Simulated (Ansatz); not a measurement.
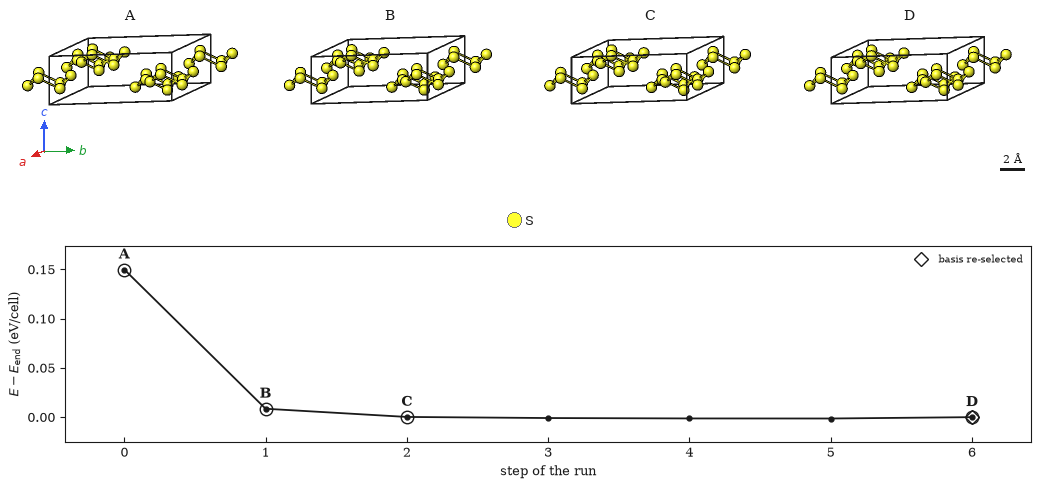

Frames of a relaxation of a crystal of S (set up in R-3), marked on the history of the run. Style: ball-and-stick. Shown: the conventional cell (3 times the calculation's cell), slightly off an axis. Lengths and directions refer to the drawn axes.

Phase: rhombohedral S6.

The calculation used Ansatz, DFT, LDA (PW92), plane waves (420 eV) with PAW, scalar-relativistic.

Input file:
```yaml
crystal:
  lattice:
    - [5.3830001089, 3.1078765619, 1.40833]
    - [-5.3830001089, 3.1078765619, 1.40833]
    - [0.0, -6.2157531238, 1.40833]
  atoms:
    - { symbol: S, position: [0.5845, 0.351, 0.2465] }
    - { symbol: S, position: [0.2465, 0.5845, 0.351] }
    - { symbol: S, position: [0.351, 0.2465, 0.5845] }
    - { symbol: S, position: [0.4155, 0.649, 0.7535] }
    - { symbol: S, position: [0.7535, 0.4155, 0.649] }
    - { symbol: S, position: [0.649, 0.7535, 0.4155] }
hamiltonian:
  xc: lda
  pseudopotentials:
    kind: paw
    azcp:
      S: "pseudopotentials/S.paw.azcp"
basis:
  ecutwfc: 420
  fft_grid_basis: typed
kpoints:
  mp_grid: { grid: [5, 5, 5], shift: [0, 0, 0] }
magnetization:
  spin_polarized: false
scf:
  occupations: { method: fermi_dirac, width: 0.05 }
relax:
  max_steps: 60
  f_tol: 0.01
  cell: {}
```

Launched with:
```bash
ansatz run input.yaml --threads 2 --pin off --max-ram 5120MiB --backend cpu --events-out ev --progress --plain --runs-dir out
```

Describe the path.

Answer. The largest moves relative to the cell, 0.10 Å, are those of S1, S2, S3, S4, S5 and S6. S3 goes along [0 −2 −1]. The drawn cell changes as follows: a = b 10.766 → 10.211 Å (−5.2 %), c 4.225 → 4.042 Å (−4.3 %); the volume changes by −13.9 %. Near-neighbour distances that change, for instance: S1–S5 2.067 → 2.073 Å. The space group stays R-3 (No. 148). Over 5 accepted moves (6 points after the start) the energy falls by 0.150 eV per cell of the calculation. The largest force component goes from 0.071 to 0.0021 eV/Å. Pressure: −1.56 GPa at the start and 0.01 GPa at the end. The SCF was repeated once at an unchanged geometry on a basis and grid sized afresh for the cell, which shifted the energy by 1.4 meV per cell of the calculation at most. The program noted that a PAW file was made for another functional than the run's. Cost: 9.2 s on 2 threads of Arm Neoverse V2 (shared host), peak memory 0.39 GiB. From step 0 to 1: S atoms move most (0.10 Å), volume −12.2 %, energy −0.141 eV per cell of the calculation. From step 1 to 2: S atoms move most (0.02 Å), volume −2.8 %, energy −8.3 meV per cell of the calculation. From step 2 to 6: volume +0.8 %, energy −0.2 meV per cell of the calculation.

| step | E − E(0), meV/atom | largest force component, eV/Å | pressure, GPa | volume, Å³/atom | note |
| --- | --- | --- | --- | --- | --- |
| 0 | 0.00 | 0.0708 | -1.56 | 23.561 |  |
| 1 | -23.55 | 0.1944 | 0.32 | 20.696 |  |
| 2 | -24.94 | 0.0344 | 0.36 | 20.124 |  |
| 3 | -25.13 | 0.0322 | -0.25 | 20.373 |  |
| 4 | -25.20 | 0.0054 | -0.02 | 20.293 |  |
| 5 | -25.21 | 0.0019 | 0.01 | 20.278 |  |
| 6 | -24.98 | 0.0021 | 0.01 | 20.278 | same geometry, new basis |
